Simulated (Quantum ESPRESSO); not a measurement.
**CaO (Lime): zone-centre phonons**

Aim: the zone-centre modes of CaO (Lime).

Method: DFT PBE, scalar-relativistic, plane waves, GBRV ultrasoft pseudopotentials, in Quantum ESPRESSO 7.5.

**1. Starting point**

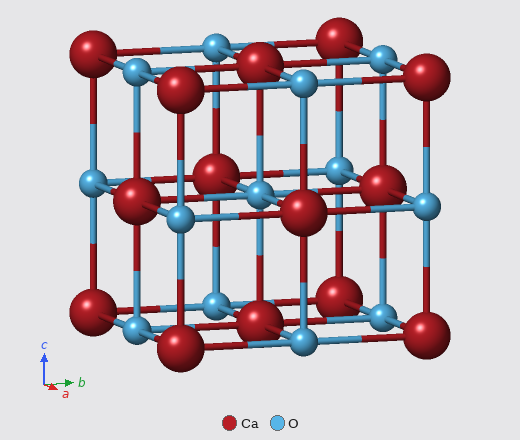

The starting structure, seen slightly off an axis (calcium red, oxygen blue). This picture shows the conventional cell, with its axes. Some periodic images of atoms are drawn too.

**2. A probe with smearing**

Before anything dear is run, a loose run with smearing shows whether this is a metal and how far the cell is from rest.

File probe.in:

```
&CONTROL
  calculation = 'scf'
  prefix      = 'x'
  outdir      = './tmp'
  pseudo_dir  = './pseudo'
  tprnfor     = .true.
  tstress     = .true.
  verbosity   = 'high'
/
&SYSTEM
  ibrav       = 2
  celldm(1)   = 9.09525184
  nat         = 2
  ntyp        = 2
  ecutwfc     = 55.0
  ecutrho     = 440.0
  occupations = 'smearing'
  smearing    = 'gaussian'
  degauss     = 0.01
/
&ELECTRONS
  conv_thr         = 1.0d-07
  mixing_beta      = 0.7
  electron_maxstep = 100
/
ATOMIC_SPECIES
 Ca     40.0780  Ca.upf
 O      15.9990  O.upf
ATOMIC_POSITIONS crystal
 Ca     0.000000000   0.000000000   0.000000000
 O      0.500000000   0.500000000   0.500000000
K_POINTS automatic
 6 6 6 0 0 0
```

Started as:

```sh
$ OMP_NUM_THREADS=1 mpirun -n 4 pw.x -nk 4 -in probe.in > probe.out
```

The program printed:

```text
[banners, grids, parts of the stress and lines that vanish by symmetry left out]
Program PWSCF v.7.5
     bravais-lattice index     =            2
     lattice parameter (alat)  =       9.0953  a.u.
[...]
kinetic-energy cutoff     =      55.0000  Ry
     charge density cutoff     =     440.0000  Ry
     scf convergence threshold =      1.0E-07
[...]
Exchange-correlation= SLA  PW   PBE  PBE
                           (   1   4   3   4   0   0   0)
[...]
48 Sym. Ops., with inversion, found
[...]
(     0          1          0      )
                  (     0          0          1      )
[...]
(  0.0000000  1.0000000  0.0000000 )
                  (  0.0000000  0.0000000  1.0000000 )
[...]
(     1          0         -1      )
                  (     0          0         -1      )
[...]
(  0.0000000 -1.0000000  0.0000000 )
[...]
(     0          1         -1      )
                  (     0          1          0      )
[...]
( -1.0000000  0.0000000  0.0000000 )
                  (  0.0000000  1.0000000  0.0000000 )
[...]
number of k points=    16  Gaussian smearing, width (Ry)=  0.0100
[...]
End of self-consistent calculation
[...]
the Fermi energy is     9.3888 ev
!    total energy              =    -107.51424986 Ry
[...]
convergence has been achieved in   8 iterations
[...]
atom    1 type  1   force =     0.00000000    0.00000000    0.00000000
     atom    2 type  2   force =     0.00000000    0.00000000   -0.00000000
[...]
Total force =     0.000000     Total SCF correction =     0.000000
[...]
total   stress  (Ry/bohr**3)                   (kbar)     P=       11.74
[...]
XML data file, charge density, pseudopotentials, collected wavefunctions

   JOB DONE.
```

Run time: 2.8 s. Hardware: 4 MPI ranks of Arm Neoverse V1, shared host; 11 s of CPU time.

Read from the output:

```
volume per atom   : 13.94 Å³
pressure          : 1.174 GPa
gap on the k-mesh : 3.663 eV
```

A gap of 3.7 eV opens on this mesh, so the crystal is taken as an insulator; the start stands at 1.2 GPa.

**3. Relaxing the cell and atoms**

The relaxation runs at a cutoff a fifth above that of the response, since stress converges more slowly with the basis than frequencies do. Forces and stress are brought to rest with tight thresholds.

File relax.in:

```
&CONTROL
  calculation   = 'vc-relax'
  prefix        = 'x'
  outdir        = './tmp'
  pseudo_dir    = './pseudo'
  tprnfor       = .true.
  tstress       = .true.
  forc_conv_thr = 2.0d-05
  etot_conv_thr = 1.0d-07
  nstep         = 40
/
&SYSTEM
  ibrav       = 2
  celldm(1)   = 9.09525184
  nat         = 2
  ntyp        = 2
  ecutwfc     = 66
  ecutrho     = 528.0
  occupations = 'fixed'
  nbnd        = 10
/
&ELECTRONS
  conv_thr         = 1.0d-11
  mixing_beta      = 0.7
  electron_maxstep = 100
/
&IONS
/
&CELL
  press_conv_thr = 0.2
/
ATOMIC_SPECIES
 Ca     40.0780  Ca.upf
 O      15.9990  O.upf
ATOMIC_POSITIONS crystal
 Ca     0.000000000   0.000000000   0.000000000
 O      0.500000000   0.500000000   0.500000000
K_POINTS automatic
 8 8 8 0 0 0
```

Started as:

```sh
$ OMP_NUM_THREADS=1 mpirun -n 4 pw.x -nk 4 -in relax.in > relax.out
```

The program printed:

```text
[banners, grids, parts of the stress and lines that vanish by symmetry left out]
[banner, memory and clock lines left out]
Program PWSCF v.7.5

[...]
kinetic-energy cutoff     =      66.0000  Ry
     charge density cutoff     =     528.0000  Ry
     scf convergence threshold =      1.0E-11
[...]
energy convergence thresh.=      1.0E-07
     force convergence thresh. =      2.0E-05
     press convergence thresh. =      2.0E-01
     Exchange-correlation= SLA  PW   PBE  PBE
                           (   1   4   3   4   0   0   0)
[...]
48 Sym. Ops., with inversion, found
[...]
number of k points=    29
[...]
End of self-consistent calculation
[...]
highest occupied, lowest unoccupied level (ev):     7.7353   11.3981
!    total energy              =    -107.51443906 Ry
[...]
convergence has been achieved in  12 iterations
[...]
atom    1 type  1   force =    -0.00000000   -0.00000000    0.00000000
     atom    2 type  2   force =     0.00000000    0.00000000   -0.00000000
     Total force =     0.000000     Total SCF correction =     0.000000
[...]
total   stress  (Ry/bohr**3)                   (kbar)     P=       12.70
[...]
number of bfgs steps    =   0
[...]
CELL_PARAMETERS (alat=  9.09525184)
[...]
ATOMIC_POSITIONS (crystal)
Ca               0.0000000000        0.0000000000       -0.0000000000
O                0.5000000000        0.5000000000        0.5000000000
[...]
New effective cutoffs (rho, wfc):  524.60   65.72
[...]
End of self-consistent calculation
[...]
highest occupied, lowest unoccupied level (ev):     7.6639   11.3281
!    total energy              =    -107.51451487 Ry
[...]
convergence has been achieved in   8 iterations
[...]
atom    1 type  1   force =     0.00000000   -0.00000000    0.00000000
     atom    2 type  2   force =    -0.00000000    0.00000000   -0.00000000
     Total force =     0.000000     Total SCF correction =     0.000000
[...]
total   stress  (Ry/bohr**3)                   (kbar)     P=        5.62
[...]
number of bfgs steps    =   1
[...]
CELL_PARAMETERS (alat=  9.09525184)
[...]
ATOMIC_POSITIONS (crystal)
Ca               0.0000000000        0.0000000000       -0.0000000000
O                0.5000000000        0.5000000000        0.5000000000
[...]
New effective cutoffs (rho, wfc):  522.80   65.49
[...]
End of self-consistent calculation
[...]
highest occupied, lowest unoccupied level (ev):     7.6073   11.2723
!    total energy              =    -107.51453386 Ry
[...]
convergence has been achieved in  11 iterations
[...]
atom    1 type  1   force =     0.00000000    0.00000000   -0.00000000
     atom    2 type  2   force =    -0.00000000   -0.00000000    0.00000000
     Total force =     0.000000     Total SCF correction =     0.000000
[...]
total   stress  (Ry/bohr**3)                   (kbar)     P=        0.11
[...]
number of bfgs steps    =   2
[...]
small trust_radius: resetting bfgs history
[...]
CELL_PARAMETERS (alat=  9.09525184)
[...]
ATOMIC_POSITIONS (crystal)
Ca               0.0000000000        0.0000000000       -0.0000000000
O                0.5000000000        0.5000000000        0.5000000000
[...]
New effective cutoffs (rho, wfc):  522.78   65.49
[...]
End of self-consistent calculation
[...]
highest occupied, lowest unoccupied level (ev):     7.6067   11.2718
!    total energy              =    -107.51453386 Ry
[...]
convergence has been achieved in   5 iterations
[...]
atom    1 type  1   force =     0.00000000    0.00000000    0.00000000
     atom    2 type  2   force =     0.00000000    0.00000000    0.00000000
     Total force =     0.000000     Total SCF correction =     0.000000
[...]
total   stress  (Ry/bohr**3)                   (kbar)     P=        0.05
[...]
bfgs converged in   4 scf cycles and   3 bfgs steps
[...]
End of BFGS Geometry Optimization
     Final enthalpy           =    -107.5145338621 Ry
     File ./tmp/x.bfgs deleted, as requested
[...]
CELL_PARAMETERS (alat=  9.09525184)
[...]
ATOMIC_POSITIONS (crystal)
Ca               0.0000000000        0.0000000000       -0.0000000000
O                0.5000000000        0.5000000000        0.5000000000
[...]
Final scf calculation at the relaxed structure.
[...]
kinetic-energy cutoff     =      66.0000  Ry
     charge density cutoff     =     528.0000  Ry
     scf convergence threshold =      1.0E-13
[...]
press convergence thresh. =      2.0E-01
     Exchange-correlation= SLA  PW   PBE  PBE
                           (   1   4   3   4   0   0   0)
[...]
48 Sym. Ops., with inversion, found
[...]
number of k points=    29
[...]
c_bands:  1 eigenvalues not converged
[...]
End of self-consistent calculation
[...]
highest occupied, lowest unoccupied level (ev):     7.6067   11.2718
!    total energy              =    -107.51453630 Ry
[...]
convergence has been achieved in  13 iterations
[...]
atom    1 type  1   force =     0.00000000    0.00000000    0.00000000
     atom    2 type  2   force =    -0.00000000   -0.00000000   -0.00000000
     Total force =     0.000000     Total SCF correction =     0.000000
[...]
total   stress  (Ry/bohr**3)                   (kbar)     P=        0.05
[...]
XML data file, charge density, pseudopotentials, collected wavefunctions
```

The job ended after 24 s (4 MPI ranks).

Relaxation path:

| step | energy less that of the first step (eV) | largest force (eV/Å) | pressure (GPa) | volume (Å³) |
| --- | --- | --- | --- | --- |
| 1 | 0.0000 | 0.0000 | 1.27 | 27.87 |
| 2 | -0.0010 | 0.0000 | 0.56 | 28.05 |
| 3 | -0.0013 | 0.0000 | 0.01 | 28.20 |
| 4 | -0.0013 | 0.0000 | 0.01 | 28.20 |
| 5 | -0.0013 | 0.0000 | 0.01 | 28.20 |

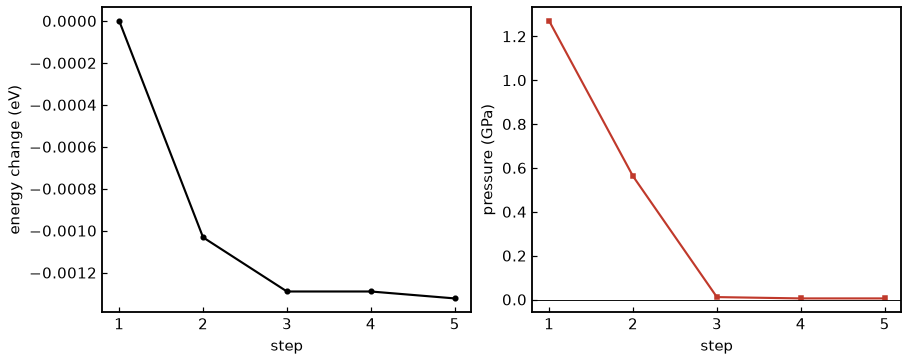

Energy and pressure along the relaxation.

```
conventional cell, symmetrised  before  after  change
                         a (Å)   4.813  4.832  +0.4 %
                         b (Å)   4.813  4.832  +0.4 %
                         c (Å)   4.813  4.832  +0.4 %
              volume (Å³/atom)   13.94  14.10  +1.2 %
```

The relaxed structure:

```
Ca O
1.0
    -2.41589    0.00000    2.41589
     0.00000    2.41589    2.41589
    -2.41589    2.41589    0.00000
Ca O
1 1
Direct
  0.00000 0.00000 0.00000
  0.50000 0.50000 0.50000
```

The last row of the table of steps is pw.x's closing run on a basis chosen anew for the final cell, so its energy can jump.

Read from the output:

```
volume per atom   : 14.10 Å³
pressure          : 0.005 GPa
gap on the k-mesh : 3.665 eV
```

The volume changes by +1.2 % from the cell with which this run began.

**4. Ground state**

The response is built on this ground state, so it is converged far tighter than an energy would need. With a gap, occupations are fixed, which also allows the response to an electric field.

File scf.in:

```
&CONTROL
  calculation = 'scf'
  prefix      = 'x'
  outdir      = './tmp'
  pseudo_dir  = './pseudo'
  tprnfor     = .true.
  tstress     = .true.
/
&SYSTEM
  ibrav       = 2
  celldm(1)   = 9.13074908
  nat         = 2
  ntyp        = 2
  ecutwfc     = 55.0
  ecutrho     = 440.0
  occupations = 'fixed'
  nbnd        = 10
/
&ELECTRONS
  conv_thr         = 1.0d-12
  mixing_beta      = 0.7
  electron_maxstep = 100
/
ATOMIC_SPECIES
 Ca     40.0780  Ca.upf
 O      15.9990  O.upf
ATOMIC_POSITIONS crystal
 Ca     0.000000000   0.000000000   0.000000000
 O      0.500000000   0.500000000   0.500000000
K_POINTS automatic
 8 8 8 0 0 0
```

Started as:

```sh
$ OMP_NUM_THREADS=1 mpirun -n 4 pw.x -nk 4 -in scf.in > scf.out
```

The program printed:

```text
[banners, grids, parts of the stress and lines that vanish by symmetry left out]
[banner, memory and clock lines left out]
Program PWSCF v.7.5

[...]
kinetic-energy cutoff     =      55.0000  Ry
     charge density cutoff     =     440.0000  Ry
     scf convergence threshold =      1.0E-12
[...]
Exchange-correlation= SLA  PW   PBE  PBE
                           (   1   4   3   4   0   0   0)
[...]
48 Sym. Ops., with inversion, found
[...]
number of k points=    29
[...]
End of self-consistent calculation
[...]
highest occupied, lowest unoccupied level (ev):     7.6066   11.2719
!    total energy              =    -107.51435346 Ry
[...]
convergence has been achieved in  16 iterations
[...]
atom    1 type  1   force =     0.00000000   -0.00000000    0.00000000
     atom    2 type  2   force =     0.00000000    0.00000000    0.00000000
     Total force =     0.000000     Total SCF correction =     0.000000
[...]
total   stress  (Ry/bohr**3)                   (kbar)     P=       -0.96
[...]
XML data file, charge density, pseudopotentials, collected wavefunctions
```

Elapsed: 4.8 s, on 4 MPI ranks.

Read from the output:

```yaml
pressure: -0.09600 GPa
```

The cell stands at -0.096 GPa, close enough for phonons.

(Continued in part 2 of 5.)

[Host names and launcher messages were left out of these logs when they were recorded.]

[Logs are printed without paths, hosts, clocks, repeated set-up lines and the standing remarks that a program may print on its own settings, such as how far it seeks lower states.]

[Hosts, paths, dates, database ids (printed as entryN), source tags and the programs' standing remarks are cut or masked in the printed files.]
